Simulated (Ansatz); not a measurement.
## Single-point calculation of HfN (part 2 of 2)

The same run, continued: HfN (slab, 14 atoms in the cell); DFT PBEsol, scalar-relativistic, plane waves, PAW, no spin polarisation (Ansatz 0.2.0); cutoff 420 eV, 11×8×1 k-mesh, Gaussian smearing of 0.1 eV. It belongs to a series of runs on one base structure; here: (1 1 0) slab cut from the bulk.

Geometry of the input (Å; fractional positions):
```
3.1831  0.0000  0.0000
0.0000  4.5016  0.0000
0.0000  0.0000  24.5492
Hf 0.5000  0.0000  0.3055
N  0.5000  0.5000  0.3055
Hf 0.0000  0.5000  0.3703
N  0.0000  0.0000  0.3703
Hf 0.5000  0.0000  0.4352
N  0.5000  0.5000  0.4352
Hf 0.0000  0.5000  0.5000
N  0.0000  0.0000  0.5000
Hf 0.5000  0.0000  0.5648
N  0.5000  0.5000  0.5648
Hf 0.0000  0.5000  0.6297
N  0.0000  0.0000  0.6297
Hf 0.5000  0.0000  0.6945
N  0.5000  0.5000  0.6945
```

### Output, continued
```
  k-point 1: bands = ["-53.9517", "-53.9517", "-53.7724", "-53.7285", "-53.7141", "-53.5163", "-53.5163", "-23.0187", "-22.9844", "-22.9577", "-22.8334", "-22.7403", "-22.7239", "-22.6171", "-22.5456", "-22.4642", "-22.4585", "-22.4303", "-22.4078", "-22.3857", "-22.2998", "-22.2472", "-22.2234", "-22.2182", "-22.1770", "-22.1457", "-22.0381", "-22.0356", "-8.2922", "-7.5989", "-7.3637", "-6.8701", "-6.8576", "-5.2652", "-5.2389", "-3.9545", "-3.9541", "-3.9420", "-3.9420", "-3.9150", "-3.9150", "-3.8914", "-3.8914", "-3.8750", "-3.8748", "-3.8407", "-3.8407", "-3.8136", "-3.8136", "-3.7208", "-3.7099", "-3.7093", "-3.6888", "-3.6880", "-3.6732", "-3.6718", "-3.6693", "-3.6659", "-3.6532", "-3.6531", "-3.6525", "-3.6451", "-3.6378", "-3.6353", "-3.6324", "-3.6259", "-3.6160", "-3.6160", "-3.6100", "-3.6075", "-3.4631", "-3.4631", "-3.4382", "-3.4366", "-3.4347", "-3.4345", "-3.4342", "-3.4334", "-3.4170", "-3.4168", "-3.4103", "-3.4086", "-3.3816", "-3.3607", "1.3150", "1.5213", "2.5022", "2.8393", "3.0924", "3.1330", "3.2657", "3.3783", "3.4346", "3.8437", "3.9772", "4.2819", "4.3581", "4.5693", "4.8826", "4.9079", "5.7488", "5.8023", "6.1072", "6.5418", "6.7297", "7.0027", "7.7956", "8.3131", "8.6683", "8.9494", "9.0456", "9.1370", "9.4732", "9.6800", "9.6810", "9.9502", "10.3716", "10.5045", "10.5776", "11.4145", "11.4204", "11.5615", "11.6238", "11.8727", "11.9267", "12.1068", "12.4464", "12.5100", "12.5498", "12.6228", "12.7021"]
  k-point 2: bands = ["-53.9513", "-53.9513", "-53.7655", "-53.7277", "-53.7203", "-53.5174", "-53.5173", "-23.0910", "-23.0395", "-22.9410", "-22.9255", "-22.7178", "-22.6859", "-22.6494", "-22.4966", "-22.4349", "-22.4308", "-22.4150", "-22.3977", "-22.3785", "-22.2955", "-22.2454", "-22.2435", "-22.2199", "-22.1726", "-22.1359", "-22.0506", "-22.0493", "-7.9857", "-7.3348", "-7.2490", "-6.7213", "-6.6507", "-5.0959", "-5.0669", "-3.9544", "-3.9540", "-3.9417", "-3.9417", "-3.9093", "-3.9093", "-3.8913", "-3.8913", "-3.8735", "-3.8732", "-3.8124", "-3.8124", "-3.8095", "-3.8088", "-3.7044", "-3.7026", "-3.6980", "-3.6854", "-3.6824", "-3.6716", "-3.6667", "-3.6649", "-3.6600", "-3.6560", "-3.6490", "-3.6448", "-3.6410", "-3.6390", "-3.6375", "-3.6315", "-3.6303", "-3.6133", "-3.6115", "-3.6096", "-3.5932", "-3.4504", "-3.4502", "-3.4370", "-3.4348", "-3.4337", "-3.4322", "-3.4282", "-3.4265", "-3.4165", "-3.4164", "-3.4103", "-3.4087", "-3.3673", "-3.3372", "0.9109", "1.0790", "2.0542", "2.2148", "2.6471", "2.9688", "3.0964", "3.1253", "3.1388", "3.6668", "3.6694", "3.7110", "3.9499", "4.2268", "4.7050", "4.7670", "4.9769", "4.9949", "5.9305", "6.4890", "6.5261", "6.7559", "7.8468", "8.1468", "8.7250", "8.8456", "9.6266", "9.6783", "9.9016", "10.0442", "10.1901", "10.4259", "10.5444", "10.9260", "11.2355", "11.4200", "11.5372", "11.8597", "11.8761", "12.1107", "12.2712", "12.5971", "12.6177", "12.8139", "12.9385", "12.9625", "13.2929"]
  k-point 29: bands = ["-53.9314", "-53.9314", "-53.7259", "-53.7162", "-53.7054", "-53.4979", "-53.4977", "-23.1278", "-23.0986", "-22.9938", "-22.9041", "-22.8623", "-22.8562", "-22.8512", "-22.7724", "-22.7389", "-22.6438", "-22.6043", "-22.5112", "-22.4335", "-22.4285", "-22.3834", "-22.2610", "-22.2422", "-22.2358", "-22.2302", "-22.2179", "-22.1575", "-6.8769", "-6.7780", "-6.5923", "-6.3486", "-6.2590", "-4.6069", "-4.6028", "-3.9334", "-3.9334", "-3.9305", "-3.9304", "-3.9066", "-3.9066", "-3.8874", "-3.8874", "-3.8739", "-3.8739", "-3.8329", "-3.8329", "-3.6910", "-3.6867", "-3.6809", "-3.6729", "-3.6677", "-3.6643", "-3.6634", "-3.6553", "-3.6550", "-3.6475", "-3.6446", "-3.6444", "-3.6374", "-3.6369", "-3.6359", "-3.6327", "-3.6245", "-3.6244", "-3.6243", "-3.6189", "-3.5823", "-3.5482", "-3.5251", "-3.4538", "-3.4534", "-3.4391", "-3.4372", "-3.4344", "-3.4323", "-3.4212", "-3.4199", "-3.4003", "-3.4003", "-3.3632", "-3.3576", "-3.2717", "-3.2504", "0.2369", "0.3313", "1.1803", "1.3372", "2.2579", "2.3756", "2.7231", "2.7809", "2.8320", "2.8337", "2.8522", "3.0780", "3.2001", "3.2251", "3.2543", "4.1247", "4.2205", "4.5423", "4.5571", "5.4420", "5.4425", "9.3335", "9.3444", "10.2476", "10.2938", "10.3291", "10.3390", "10.8986", "11.0513", "11.0882", "11.1359", "11.4132", "11.5360", "11.6848", "11.7571", "11.9739", "12.1885", "12.2196", "12.5661", "12.6239", "12.6825", "13.5428", "13.5657", "14.2019", "14.2516", "14.6069", "14.6108"]
```

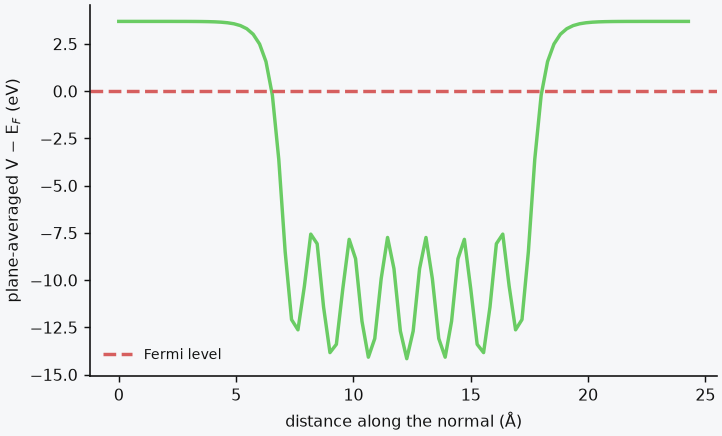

**Figure 1.** Plane average of the electrostatic potential energy of an electron across the cell, from the Fermi level. The vacuum level lies 3.69 eV above the Fermi level.

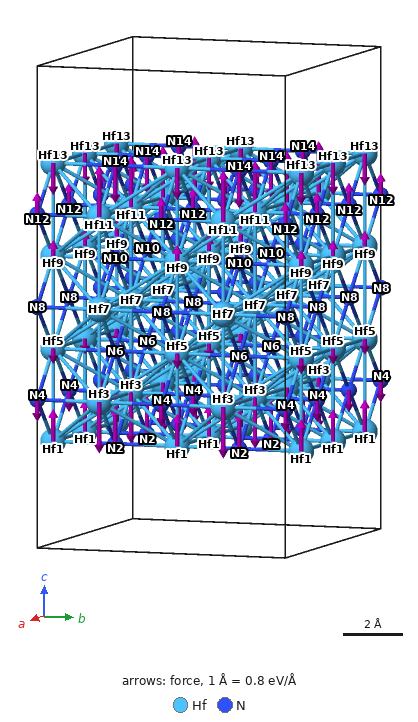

**Figure 2.** Forces on the atoms as pink arrows (ball-and-stick view of the 3 × 2 repeat of the cell, with the vacuum cut short, seen slightly off an axis; atoms are numbered from 1 in the order of the input). The largest act on Hf3, Hf11 (1.41 eV/Å); N2, N14 (1.04 eV/Å); Hf1, Hf13 (0.89 eV/Å); N4, N12 (0.61 eV/Å), among others. The geometry is not a stationary point of this energy.

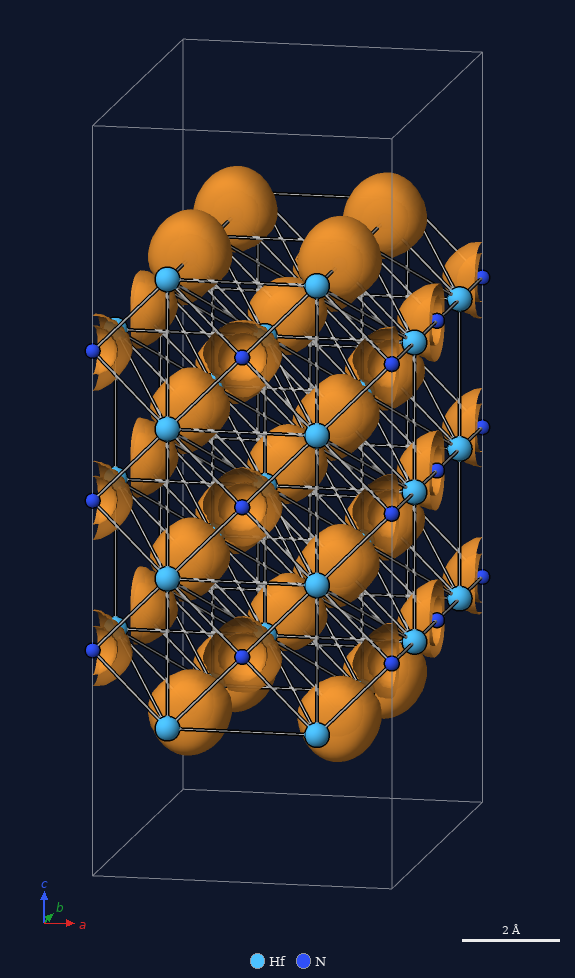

**Figure 3.** Isosurface of the ELF at 0.75 (orange), seen slightly off an axis. Core shells and regions of very low density are left out. Sticks mark near contacts. Counts are for one cell; the picture repeats the cell along the surface. Profiles from the grid: Hf–N (2.25 Å): the ELF peaks at about 0.80 in the valence shell of N, 0.6 Å from its nucleus, and drops to about 0.15 between the two atoms; no shared pair; the contact is polar. Hf–Hf (3.18 Å): the ELF is about 0.15 at the midpoint (no localised pair between them). In a PAW calculation such maps are meaningful between the atoms, not at the nuclei.

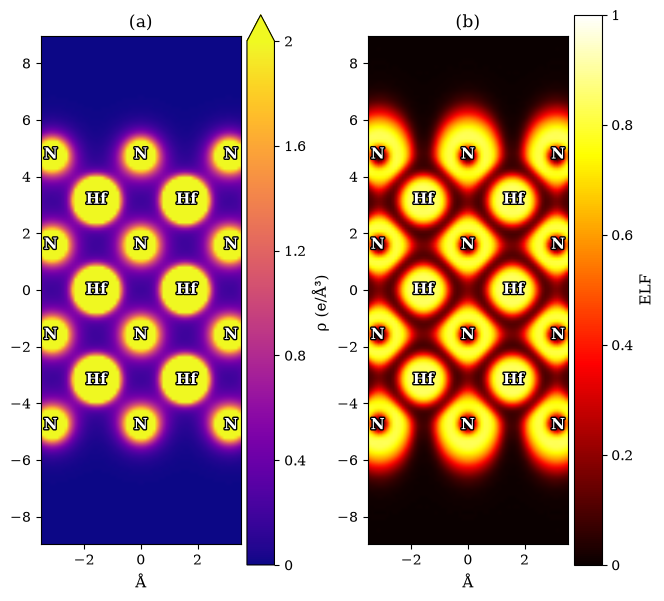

**Figure 4.** (a) valence pseudo-density; (b) ELF on the (010) plane of the calculation cell, a cut from vacuum to vacuum. The plane passes through N and Hf nuclei. Hf–N (2.25 Å): the density is about 0.53 e/Å³ at the midpoint; the ELF peaks at about 0.80 in the valence shell of N, 0.6 Å from its nucleus, and drops to about 0.15 between the two atoms; a polar contact without a shared pair, in a metal. Hf–Hf (3.18 Å): the density is about 0.19 e/Å³ at the midpoint; the ELF is about 0.15 at the midpoint (no shared electron pair). The density dies away to nearly zero in the vacuum. The strong features right at Hf lie inside the PAW spheres (semicore, d or f shells) and say nothing about bonding.

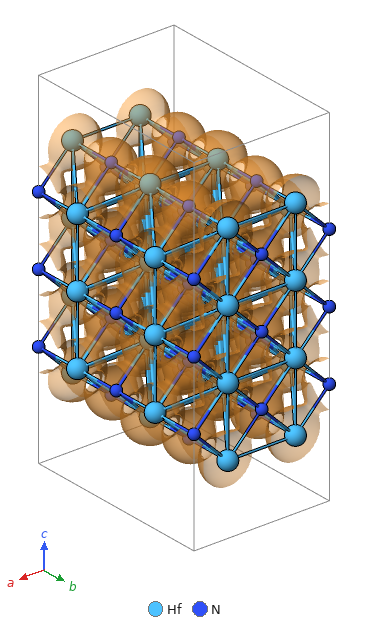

**Figure 5.** Isosurface of the valence charge density (pseudo) at 0.4 e/Å³ (orange), seen at an oblique angle. Sticks mark near contacts. At this value the density is joined into sheets; it holds about 90 % of the electrons treated as valence (semicore included). It is pinched off along the Hf–Hf (3.18 Å) contacts. On the grid the lowest density along these lines, outside the cores, is 0.51 e/Å³ (Hf–N, 2.25 Å) and 0.19 e/Å³ (Hf–Hf, 3.18 Å).

### Results in brief

| quantity | value |
| --- | --- |
| outcome | converged |
| electrons treated | 217 |
| free energy | −111856.1125 eV |
| work function, top face | 3.69 eV |
| work function, bottom face | 3.69 eV |
| Fermi energy | 8.803 eV |
| gap on the k-point mesh | none (metallic) |
| work function (upper face) | 3.69 eV |
| largest force (length of the vector) | 1.413 eV/Å |
| hardware | 2 threads of Intel Xeon (Granite Rapids), 64 GiB of memory available, shared host |
| wall time | 72 s (CPU time 2.4 min) |
| peak memory | 1.5 GiB |

### Notes

The program warns: the exchange-correlation potential is rough where the density is thin. Spin–orbit coupling is left out, which matters for Hf. The cell holds an odd number of electrons but the run has no spin polarisation, so it comes out as a metal.
